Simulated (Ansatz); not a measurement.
ZrO2: several calculations on one system

## 1. Vibrations

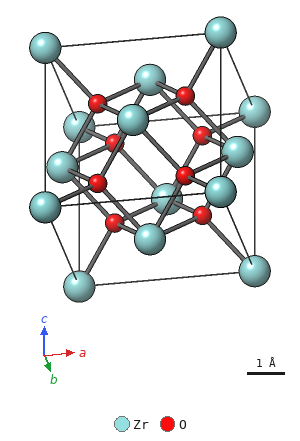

Lattice vibrations of solid ZrO₂ relaxed at 35 GPa, at the zone centre. Style: ball-and-stick. Shown: the conventional cell (4 times the calculation's cell), from a free direction. Lengths and directions refer to the drawn axes.

These are results of DFT PBEsol, scalar-relativistic, plane waves, PAW in Ansatz 0.2.0, not measurements.

Input file:
```yaml
crystal:
  lattice:
    - [0.0, 2.4414637479, 2.4414637479]
    - [2.4414637479, 0.0, 2.4414637479]
    - [2.4414637479, 2.4414637479, 0.0]
  atoms:
    - { symbol: Zr, position: [0.0, 0.0, 0.0] }
    - { symbol: O, position: [0.25, 0.25, 0.25] }
    - { symbol: O, position: [0.75, 0.75, 0.75] }
basis:
  ecutwfc: 420
kpoints:
  mp_grid: { grid: [8, 8, 8] }
hamiltonian:
  xc: pbesol
scf:
  occupations: { method: fixed }
output:
  eigenvalues: true
phonons:
  method: dfpt
  dielectric: true
  rigid_motions: translations
  eigenvectors: true
```

Run as
```bash
ansatz run input.yaml --threads 1 --pin off --max-ram 3072MiB --backend cpu --events-out ev --progress --plain --runs-dir out
```

Frequencies are those without the non-analytic (LO–TO) term.

List the optical modes.

Answer. The calculation's cell holds 3 atoms, so there are 6 optical modes, in 2 levels. The optical modes span T₁u + T₂g. No level is unstable.

```tsv
level	symmetry	frequency (cm⁻¹)	activity
1	T₁u	362	infrared-active
2	T₂g	665	Raman-active
```

The modes drawn as arrows (one member of each degenerate set):

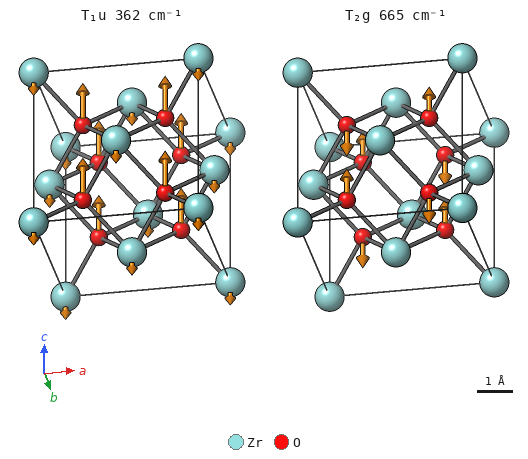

## 2. One mode

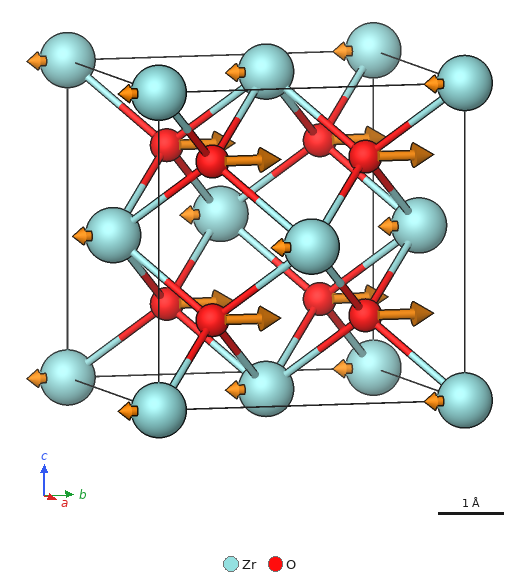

One vibrational mode of a crystal of ZrO$_{2}$ relaxed at 18 GPa at the zone centre. The orange arrows are the displacements of the atoms (eigenvector over the root of the mass), of arbitrary overall length and sign. A ball-and-stick model of the conventional cell (4 times the calculation's cell), seen slightly off an axis. Lengths and directions refer to the drawn axes.

Computed with Ansatz 0.2.0, DFT PBEsol, scalar-relativistic, plane waves, PAW. Settings: plane-wave cutoff 420 eV; k-point mesh 8 × 8 × 8; occupations fixed; target pressure 18 GPa; no spin polarisation.

Frequencies are those without the non-analytic (LO–TO) term.

Q: What mode is this, and where does it lie in the spectrum?

A: This is the T₁u mode (triply degenerate; one member of the set is drawn) at 313 cm⁻¹, the lowest optical level, infrared-active by symmetry. The O sublattice moves against the Zr sublattice, along b; the kinetic energy is shared as O 74 %, Zr 26 %. Its infrared intensity is 97 (D/Å)²/amu for the set. The value is the transverse one; the longitudinal partner lies at 699 cm⁻¹.

## 3. One mode

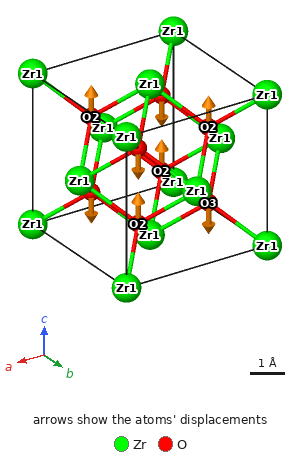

One vibrational mode of crystalline ZrO$_{2}$ relaxed at 7 GPa at the zone centre. The orange arrows give the relative displacements of the atoms. A ball-and-stick model of the conventional cell (4 times the calculation's cell), seen from a free direction. Lengths and directions refer to the drawn axes.

Computed with DFT PBEsol, scalar-relativistic, plane waves, PAW (Ansatz). (plane-wave cutoff 420 eV; k-point mesh 8 × 8 × 8; occupations fixed; target pressure 7 GPa; no spin polarisation)

Frequencies are those without the non-analytic (LO–TO) term.

What mode is this, and where does it lie in the spectrum?

Answer. This is the T₂g mode (triply degenerate; one member of the set is drawn) at 17.6 THz, the highest optical level, Raman-active by symmetry. The Zr atoms stay at rest; all motion is along c; atoms of one kind move against one another, with no net shift of their sublattice.

## 4. Softest mode

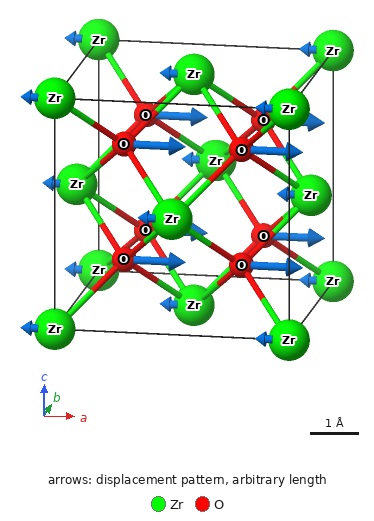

The lowest optical mode of a crystal of ZrO₂, space group Fm-3m (No. 225), at the zone centre. Displacements are drawn as blue arrows; their common scale and sign are arbitrary. The picture is a ball-and-stick view of the conventional cell (4 times the calculation's cell), seen slightly off an axis. Lengths and directions refer to the drawn axes.

Computed with DFT PBEsol, scalar-relativistic, plane waves, PAW in Ansatz 0.2.0.

The input:
```yaml
crystal:
  lattice:
    - [0.0, 2.5320190108, 2.5320190108]
    - [2.5320190108, 0.0, 2.5320190108]
    - [2.5320190108, 2.5320190108, 0.0]
  atoms:
    - { symbol: Zr, position: [0.0, 0.0, 0.0] }
    - { symbol: O, position: [0.25, 0.25, 0.25] }
    - { symbol: O, position: [0.75, 0.75, 0.75] }
basis:
  ecutwfc: 420
kpoints:
  mp_grid: { grid: [8, 8, 8] }
hamiltonian:
  xc: pbesol
scf:
  occupations: { method: fixed }
output:
  eigenvalues: true
phonons:
  method: dfpt
  dielectric: true
  rigid_motions: translations
  eigenvectors: true
```

Run as
```bash
ansatz run input.yaml --threads 1 --pin off --max-ram 3072MiB --backend cpu --events-out ev --progress --plain --runs-dir out
```

Frequencies are those without the non-analytic (LO–TO) term.

**Is the structure stable against all modes at this point?**

Yes: this softest mode has a real frequency, and so have all others here. That speaks for this wave vector alone: the rest of the zone wasn't checked in this run. This is the T₁u mode (triply degenerate; one member of the set is drawn) at 246 cm⁻¹, the lowest optical level, infrared-active by symmetry. The O sublattice moves against the Zr sublattice, along a; the kinetic energy is shared as O 74 %, Zr 26 %. Its infrared intensity is 96 (D/Å)²/amu for the set. The value is the transverse one; the longitudinal partner lies at 649 cm⁻¹.

## 5. Softest mode

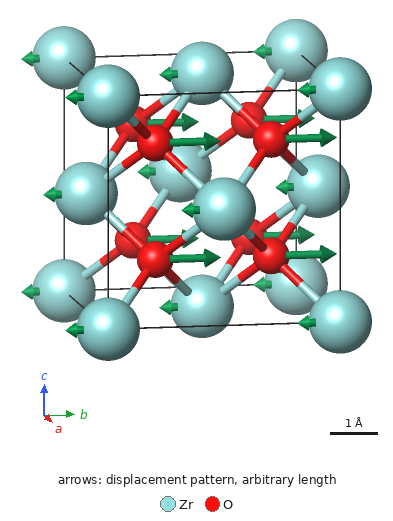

The lowest optical mode of crystalline ZrO2 at 0.98 times its rest volume, space group Fm-3m (No. 225), at the zone centre. Displacements are drawn as green arrows; their common scale and sign are arbitrary. Style: ball-and-stick. Shown: the conventional cell (4 times the calculation's cell), slightly off an axis. Lengths and directions refer to the drawn axes.

Level of theory: Ansatz, DFT PBEsol, scalar-relativistic, plane waves, PAW. Settings: plane-wave cutoff 420 eV; k-point mesh 8 × 8 × 8; occupations fixed; no spin polarisation.

Frequencies are those without the non-analytic (LO–TO) term.

### Is the structure stable against all modes at this point?

Yes: this softest mode has a real frequency, and so have all others here. That speaks for this wave vector alone: the rest of the zone wasn't checked in this run. This is the T₁u mode (triply degenerate; one member of the set is drawn) at 269 cm⁻¹, the lowest optical level, infrared-active by symmetry. The O sublattice moves against the Zr sublattice, along b; the kinetic energy is shared as O 74 %, Zr 26 %. Its infrared intensity is 97 (D/Å)²/amu for the set. The value is the transverse one; the longitudinal partner lies at 665 cm⁻¹.
